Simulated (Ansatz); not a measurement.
**Ni: geometry relaxation (part 1 of 2)**

- system: Ni (1 atom in the cell)
- method: DFT, PBE, PAW with Ansatz's default frozen-core files, scalar-relativistic, spin-polarised (Ansatz 0.2.0)

The structure was built on a prototype by a generator; it need not be a known phase. It belongs to a series of runs on one base structure; here: cell and atoms relaxed from a first guess. Figures and captions count atoms from 1; the log counts them from 0 in places.

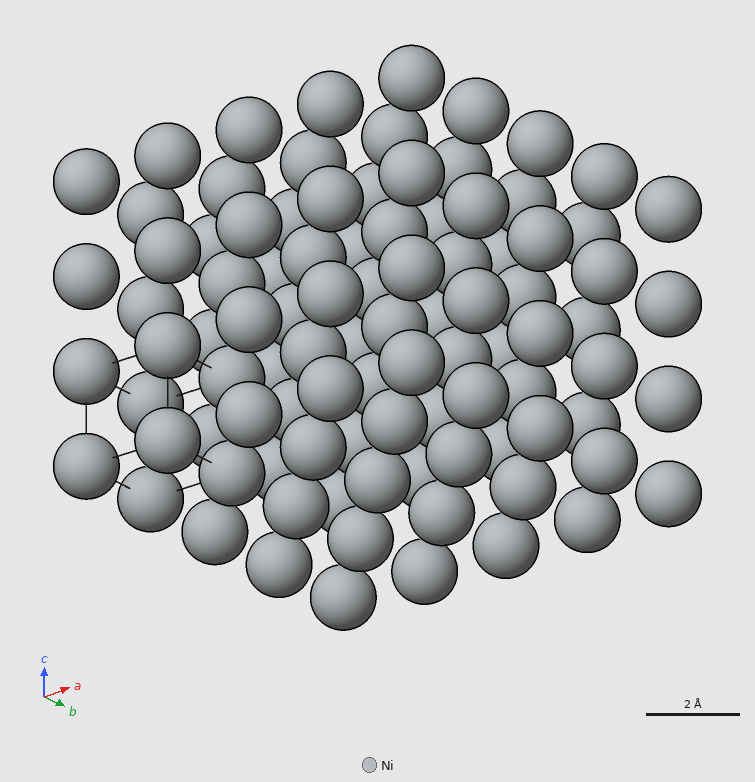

*The starting structure (spheres-only view of the cell of the calculation, repeated 4 × 4 × 3, seen at an oblique angle).*

Input:
```yaml
crystal:
  lattice:
    - [2.2322827293, 0.0, 0.0]
    - [0.0, 2.2322827293, 0.0]
    - [0.0, 0.0, 2.2322827293]
  atoms:
    - { symbol: Ni, position: [0.0, 0.0, 0.0], spin: 1.5 }
magnetization:
  spin_polarized: true
kpoints:
  mp_grid: { grid: [16, 16, 16] }
scf:
  occupations: { method: fermi_dirac, width: 0.05 }
hamiltonian:
  xc: pbe
  pseudopotentials: { kind: paw }
output:
  forces: true
  stress: true
  write_density: true
  write_potential: true
  elf: true
  volumetric_format: npy
relax:
  f_tol: 0.005
  max_steps: 80
  cell: {}
```

Run on 1 thread of an x86-64 CPU, shared host.

Command:
```bash
ansatz run input.yaml --threads 1 --pin off --max-ram 3072MiB --backend cpu --events-out ev --progress --plain --runs-dir out
```

Log:
```
Engine: ansatz 0.2.0, x86_64-unknown-linux-gnu
Pseudopotentials: kind: paw
Pseudopotential: Ni, paw, valence charge 18, recommended cutoff 420 eV (normal), Ni.paw.azcp
Functional definition: PBE
  parameter kappa = 0.804
  parameter beta = 0.06672455060314922
  exchange = pbe_x(kappa = kappa, mu = beta*pi^2/3)
  correlation = pbe_c(beta = beta)
Crystal: 1 atoms, lattice volume = 11.124 Å³
Basis set: ecut = 420 eV, 203 PW (Γ), exchange–correlation on 30×30×30 points (8 copies of the dense FFT grid, shifted against one another)
Bands: 14, of which v1, the nominal top of the filled ones, is band 9 counted from 1 (8 counted from 0)
Symmetry: 48 space group operations
Space group: Pm-3m (ITA 221), of the structure as read, at distance tolerance 2.2e-5 Å
Magnetic group: BNS 221.92 (UNI 1594), of the structure as read, at distance tolerance 2.2e-5 Å
k-points: 165 of 4096
Non-local potential: Ni, projectors of the file, l = 0: 3, l = 1: 2, l = 2: 3, l = 3: 1
PAW form: soft (Blöchl's): semilocal exchange-correlation on the pseudo side does not see the compensation charge
PAW one-centre angular grid: Ni, 590 points (default); XC on 64 Gauss nodes
Initial density: superposition of atomic densities (chi_scale 0.1, normalization cell)
Starting moments: Σ|m| = 1.5 μB on 1 of 1 site
Initial wavefunctions: pseudopotential atomic-orbital guess
Functional: x = pbe(κ = 0.804, μ = 0.2195149727645171), c = pbe(β = 0.06672455060314922)
iter 1 solved again at ethr=2.36e-3 eV; its pass at ethr=3.10e-3 eV (dr2=4.25e-1 eV) is discarded
SCF iter   1: F=—  HF=-5837.625579 eV  |F-HF|=—  |Δ(HF+E_count)|=         —  Δρ=5.85e-2 (↑5.85e-2 ↓3.01e-2)  dr2=4.26e-1  dr2_m=5.42e-2  M=1.180 μB ∫|m|=1.215 μB  β_m=0.30  ethr=2.36e-3  ⟨swp⟩=1.0  Hψ=31350  notcnv=0
Mixer restart at iter 1: flushing history
preconditioner: auto → none  [metal: Δε(μ)=0.001 eV  Ē_g=16.350 eV  σ=0.050 eV  W_gap=0.01  n_scr=6 (ndim 8)  ℏωp=35.2 eV  f_vac=0.000  D(μ)=2.06/eV (n_scr^D=32)  sad-step TF]
SCF iter   2: F=—  HF=-5837.702722 eV  |F-HF|=—  |Δ(HF+E_count)|=   7.71e-2  Δρ=3.86e-2 (↑1.93e-2 ↓3.86e-2)  dr2=3.12e-2  dr2_m=7.50e-2  M=1.097 μB ∫|m|=1.128 μB  β_m=0.30  ethr=2.36e-3  ⟨swp⟩=2.7  Hψ=7412  notcnv=0
SCF iter   3: F=—  HF=-5838.176706 eV  |F-HF|=—  |Δ(HF+E_count)|=         —  Δρ=9.06e-2 (↑6.47e-2 ↓9.06e-2)  dr2=4.84e-2  dr2_m=6.08e-1  M=0.748 μB ∫|m|=0.771 μB  β_m=0.30  ethr=1.73e-4  ⟨swp⟩=2.3  Hψ=9298  notcnv=0  defer=22
Mixer restart at iter 3: flushing history
SCF iter   4: F=—  HF=-5838.467367 eV  |F-HF|=—  |Δ(HF+E_count)|=   2.91e-1  Δρ=6.94e-2 (↑5.62e-2 ↓6.94e-2)  dr2=1.51e-2  dr2_m=3.99e-1  M=0.694 μB ∫|m|=0.718 μB  β_m=0.58  ethr=1.73e-4  ⟨swp⟩=2.4  Hψ=8183  notcnv=0  defer=40
SCF iter   5: F=—  HF=-5839.008671 eV  |F-HF|=—  |Δ(HF+E_count)|=   5.41e-1  Δρ=5.77e-2 (↑2.32e-2 ↓5.77e-2)  dr2=3.95e-1  dr2_m=3.37e-2  M=0.482 μB ∫|m|=0.509 μB  β_m=0.46  ethr=8.36e-5  ⟨swp⟩=2.3  Hψ=8803  notcnv=0  defer=107
SCF iter   6: F=—  HF=-5838.907555 eV  |F-HF|=—  |Δ(HF+E_count)|=   1.01e-1  Δρ=4.63e-3 (↑4.59e-3 ↓4.63e-3)  dr2=1.99e-3  dr2_m=5.38e-4  M=0.444 μB ∫|m|=0.472 μB  β_m=0.55  ethr=8.36e-5  ⟨swp⟩=3.0  Hψ=11189  notcnv=0  defer=129
SCF iter   7: F=—  HF=-5838.913971 eV  |F-HF|=—  |Δ(HF+E_count)|=   6.42e-3  Δρ=2.14e-3 (↑1.45e-3 ↓2.14e-3)  dr2=4.69e-4  dr2_m=1.10e-4  M=0.449 μB ∫|m|=0.474 μB  β_m=0.72  ethr=1.10e-5  ⟨swp⟩=2.0  Hψ=10465  notcnv=0  defer=144
SCF iter   8: F=—  HF=-5838.916912 eV  |F-HF|=—  |Δ(HF+E_count)|=   2.94e-3  Δρ=2.12e-3 (↑1.43e-3 ↓2.12e-3)  dr2=7.89e-4  dr2_m=2.24e-5  M=0.455 μB ∫|m|=0.479 μB  β_m=0.86  ethr=2.61e-6  ⟨swp⟩=2.1  Hψ=6202  notcnv=0  defer=146
SCF iter   9: F=—  HF=-5838.917265 eV  |F-HF|=—  |Δ(HF+E_count)|=   3.53e-4  Δρ=1.36e-4 (↑3.64e-5 ↓1.36e-4)  dr2=9.72e-7  dr2_m=5.85e-7  M=0.459 μB ∫|m|=0.482 μB  β_m=0.93  ethr=2.61e-6  ⟨swp⟩=2.0  Hψ=6295  notcnv=0  defer=146
SCF iter  10: F=—  HF=-5838.917269 eV  |F-HF|=—  |Δ(HF+E_count)|=   3.92e-6  Δρ=2.77e-5 (↑2.77e-5 ↓1.67e-5)  dr2=1.05e-7  dr2_m=5.10e-9  M=0.459 μB ∫|m|=0.483 μB  β_m=0.96  ethr=5.40e-9  ⟨swp⟩=2.0  Hψ=7629  notcnv=0  defer=146
SCF iter  11: F=—  HF=-5838.917269 eV  |F-HF|=—  |Δ(HF+E_count)|=   2.94e-9  Δρ=1.20e-5 (↑7.01e-6 ↓1.20e-5)  dr2=2.39e-8  dr2_m=7.44e-10  M=0.459 μB ∫|m|=0.483 μB  β_m=0.98  ethr=5.83e-10  ⟨swp⟩=1.3  Hψ=5035  notcnv=0  defer=146
SCF iter  12: F=-5838.917269 eV  HF=-5838.917269 eV  |F-HF|=4.38e-10  |Δ(HF+E_count)|=   1.91e-9  Δρ=1.76e-6 (↑1.10e-6 ↓1.76e-6)  dr2=5.09e-10  dr2_m=1.31e-11  M=0.459 μB ∫|m|=0.483 μB  ethr=1.33e-10  ⟨swp⟩=5.1  Hψ=22348  notcnv=0
SCF 1 converged in 12 iterations: F = -5838.917269 eV  dr2 = 5.09e-10
  greatest PAW one-centre occupation: 1.001 electrons in one spin orbital (limit 2), on the Ni atom at site 0 (counted from 0), in its partial waves of l = 1
relax step   1: F+E_penalty+E_count = -5838.91726900 eV  Δ(F+E_penalty+E_count) = +0.000e0 eV  max|allowed force component| = 0.000e0 eV/Å  Δτ_max = 0.0000 Å  P = +24.656 GPa  Ω = 11.124 Å³  (12 SCF iters, dr2 threshold 1.00e-7 eV, accepted)
Crystal: 1 atoms, lattice volume = 11.782 Å³
Basis set: ecut = 420 eV, 251 PW (Γ), exchange–correlation on 30×30×30 points (8 copies of the dense FFT grid, shifted against one another)
Initial density: handed on by an earlier stage of this run
Starting moments: Σ|m| = 1.5 μB on 1 of 1 site; this step starts from the density that it was given
Initial wavefunctions: those handed on with the density
iter 1 solved again at ethr=4.01e-5 eV; its pass at ethr=3.10e-3 eV (dr2=7.22e-3 eV) is discarded
SCF iter   1: F=—  HF=-5838.988410 eV  |F-HF|=—  |Δ(HF+E_count)|=         —  Δρ=1.13e-2 (↑1.13e-2 ↓3.87e-3)  dr2=7.48e-3  dr2_m=4.72e-3  M=0.469 μB ∫|m|=0.499 μB  β_m=0.30  ethr=4.01e-5  ⟨swp⟩=1.1  Hψ=31463  notcnv=0
preconditioner: auto → none  [metal: Δε(μ)=0.005 eV  Ē_g=16.378 eV  σ=0.050 eV  W_gap=0.03  n_scr=6 (ndim 8)  ℏωp=34.2 eV  f_vac=0.000  D(μ)=1.70/eV (n_scr^D=26)]
SCF iter   2: F=—  HF=-5838.986824 eV  |F-HF|=—  |Δ(HF+E_count)|=   1.59e-3  Δρ=8.39e-3 (↑4.46e-3 ↓8.39e-3)  dr2=1.59e-3  dr2_m=4.15e-3  M=0.480 μB ∫|m|=0.510 μB  β_m=0.31  ethr=4.01e-5  ⟨swp⟩=2.1  Hψ=7545  notcnv=0
SCF iter   3: F=—  HF=-5838.988399 eV  |F-HF|=—  |Δ(HF+E_count)|=   1.58e-3  Δρ=5.52e-3 (↑5.52e-3 ↓4.74e-3)  dr2=8.06e-5  dr2_m=2.81e-3  M=0.484 μB ∫|m|=0.514 μB  β_m=0.16  ethr=8.82e-6  ⟨swp⟩=2.1  Hψ=7765  notcnv=0
SCF iter   4: F=—  HF=-5838.989321 eV  |F-HF|=—  |Δ(HF+E_count)|=   9.22e-4  Δρ=3.96e-3 (↑3.89e-3 ↓3.96e-3)  dr2=2.14e-5  dr2_m=1.64e-3  M=0.491 μB ∫|m|=0.520 μB  β_m=0.49  ethr=4.48e-7  ⟨swp⟩=1.1  Hψ=4691  notcnv=0
SCF iter   5: F=—  HF=-5838.990578 eV  |F-HF|=—  |Δ(HF+E_count)|=   1.26e-3  Δρ=1.88e-4 (↑1.36e-4 ↓1.88e-4)  dr2=2.98e-7  dr2_m=2.61e-6  M=0.505 μB ∫|m|=0.534 μB  β_m=0.56  ethr=1.19e-7  ⟨swp⟩=2.1  Hψ=7784  notcnv=0
SCF iter   6: F=—  HF=-5838.990581 eV  |F-HF|=—  |Δ(HF+E_count)|=   2.63e-6  Δρ=4.62e-5 (↑4.62e-5 ↓2.49e-5)  dr2=3.15e-8  dr2_m=1.16e-7  M=0.506 μB ∫|m|=0.535 μB  β_m=0.78  ethr=1.66e-9  ⟨swp⟩=2.0  Hψ=7921  notcnv=0
SCF iter   7: F=—  HF=-5838.990581 eV  |F-HF|=—  |Δ(HF+E_count)|=   1.18e-7  Δρ=1.44e-5 (↑3.05e-6 ↓1.44e-5)  dr2=8.88e-9  dr2_m=7.78e-9  M=0.506 μB ∫|m|=0.535 μB  β_m=0.82  ethr=1.75e-10  ⟨swp⟩=2.3  Hψ=7432  notcnv=0
SCF iter   8: F=-5838.990581 eV  HF=-5838.990581 eV  |F-HF|=4.31e-10  |Δ(HF+E_count)|=   1.45e-9  Δρ=1.56e-6 (↑1.33e-6 ↓1.56e-6)  dr2=5.62e-10  dr2_m=1.59e-11  M=0.506 μB ∫|m|=0.535 μB  ethr=4.94e-11  ⟨swp⟩=5.2  Hψ=22990  notcnv=0
SCF 2 converged in 8 iterations: F = -5838.990581 eV  dr2 = 5.62e-10
[... from here on the iterations of each SCF are left out, up to the last one ...]
relax step   2: F+E_penalty+E_count = -5838.99058122 eV  Δ(F+E_penalty+E_count) = -7.331e-2 eV  max|allowed force component| = 0.000e0 eV/Å  Δτ_max = 0.0000 Å  P = +11.808 GPa  Ω = 11.782 Å³  energy of the carried Pulay correction = -3.178e-4 eV  (8 SCF iters, dr2 threshold 1.00e-7 eV, accepted)
Crystal: 1 atoms, lattice volume = 12.460 Å³
preconditioner: auto → none  [metal: Δε(μ)=0.006 eV  Ē_g=15.718 eV  σ=0.050 eV  W_gap=0.03  n_scr=6 (ndim 8)  ℏωp=33.3 eV  f_vac=0.000  D(μ)=1.79/eV (n_scr^D=26)]
SCF 3 converged in 10 iterations: F = -5839.018421 eV  dr2 = 1.22e-10
relax step   3: F+E_penalty+E_count = -5839.01842100 eV  Δ(F+E_penalty+E_count) = -2.784e-2 eV  max|allowed force component| = 0.000e0 eV/Å  Δτ_max = 0.0000 Å  P = +1.990 GPa  Ω = 12.460 Å³  energy of the carried Pulay correction = -6.262e-4 eV  (10 SCF iters, dr2 threshold 1.00e-7 eV, accepted)
Crystal: 1 atoms, lattice volume = 12.607 Å³
preconditioner: auto → none  [metal: Δε(μ)=0.009 eV  Ē_g=15.555 eV  σ=0.050 eV  W_gap=0.05  n_scr=0 (ndim 8)  ℏωp=33.1 eV  f_vac=0.000  D(μ)=1.86/eV (n_scr^D=26)]
SCF 4 converged in 9 iterations: F = -5839.019359 eV  dr2 = 6.36e-12
relax step   4: F+E_penalty+E_count = -5839.01935853 eV  Δ(F+E_penalty+E_count) = -9.375e-4 eV  max|allowed force component| = 0.000e0 eV/Å  Δτ_max = 0.0000 Å  P = +0.215 GPa  Ω = 12.607 Å³  energy of the carried Pulay correction = -6.907e-4 eV  (9 SCF iters, accepted)
Crystal: 1 atoms, lattice volume = 12.625 Å³
preconditioner: auto → none  [metal: Δε(μ)=0.017 eV  Ē_g=15.526 eV  σ=0.050 eV  W_gap=0.09  n_scr=0 (ndim 8)  ℏωp=33.0 eV  f_vac=0.000  D(μ)=1.89/eV (n_scr^D=26)]
SCF 5 converged in 7 iterations: F = -5839.019363 eV  dr2 = 5.36e-9
relax step   5: F+E_penalty+E_count = -5839.01936299 eV  Δ(F+E_penalty+E_count) = -4.457e-6 eV  max|allowed force component| = 0.000e0 eV/Å  Δτ_max = 0.0000 Å  P = +0.005 GPa  Ω = 12.625 Å³  energy of the carried Pulay correction = -6.986e-4 eV  (7 SCF iters, dr2 threshold 1.00e-7 eV, accepted)
Basis set: ecut = 420 eV, 251 PW (Γ), exchange–correlation on 32×32×32 points (8 copies of the dense FFT grid, shifted against one another)
Initial wavefunctions: pseudopotential atomic-orbital guess (no wavefunctions were taken with the density)
preconditioner: auto → none  [metal: Δε(μ)=0.017 eV  Ē_g=15.519 eV  σ=0.050 eV  W_gap=0.09  n_scr=0 (ndim 8)  ℏωp=33.0 eV  f_vac=0.000  D(μ)=1.90/eV (n_scr^D=26)]
SCF 6 converged in 18 iterations: F = -5839.020250 eV  dr2 = 3.63e-12
relax step   6: F+E_penalty+E_count = -5839.02024966 eV  Δ(F+E_penalty+E_count) = -8.867e-4 eV  max|allowed force component| = 0.000e0 eV/Å  Δτ_max = 0.0000 Å  P = +0.148 GPa  Ω = 12.625 Å³  stress off target by 1.48e-1 GPa  SCF on the basis re-selected at this cell (its energy is not comparable with the rows above)  (18 SCF iters)
basis re-selected at this cell: Δ(F+E_penalty+E_count) = -8.867e-4 eV, ΔP = +0.143 GPa vs the last step (what re-selecting the basis moved, of the pressure what is left beyond the Pulay correction that the steps carried, after the strain that the cell walked since its last selection, with what the two solves' SCF thresholds leave and, on support functions, any second-order correction that the steps lacked; it is no measure of the basis error at this ecutwfc). The dense FFT grid was sized anew with the basis: this SCF ran on 16×16×16 points, the steps before it on 15×15×15, so part of this shift can come from that change (see relax.cell in the input reference). This SCF's stress stands 1.48e-1 GPa from its target on what of the cell is left free (relax.cell.stress_tol is 5.00e-2 GPa) and its largest allowed force component is 0.00e0 eV/Å (relax.f_tol is 5.00e-3 eV/Å): not within both, so this SCF does not close the relaxation
Crystal: 1 atoms, lattice volume = 12.637 Å³
preconditioner: auto → none  [metal: Δε(μ)=0.017 eV  Ē_g=15.510 eV  σ=0.050 eV  W_gap=0.09  n_scr=0 (ndim 8)  ℏωp=33.0 eV  f_vac=0.000  D(μ)=1.90/eV (n_scr^D=26)]
SCF 7 converged in 6 iterations: F = -5839.020251 eV  dr2 = 3.19e-10
relax step   7: F+E_penalty+E_count = -5839.02025062 eV  Δ(F+E_penalty+E_count) = -9.633e-7 eV  max|allowed force component| = 0.000e0 eV/Å  Δτ_max = 0.0000 Å  P = +0.006 GPa  Ω = 12.637 Å³  energy of the carried Pulay correction = -5.164e-6 eV  (6 SCF iters, dr2 threshold 5.48e-8 eV, accepted)
iter 1 solved again at ethr=1.22e-7 eV; its pass at ethr=3.10e-3 eV (dr2=2.20e-5 eV) is discarded
```
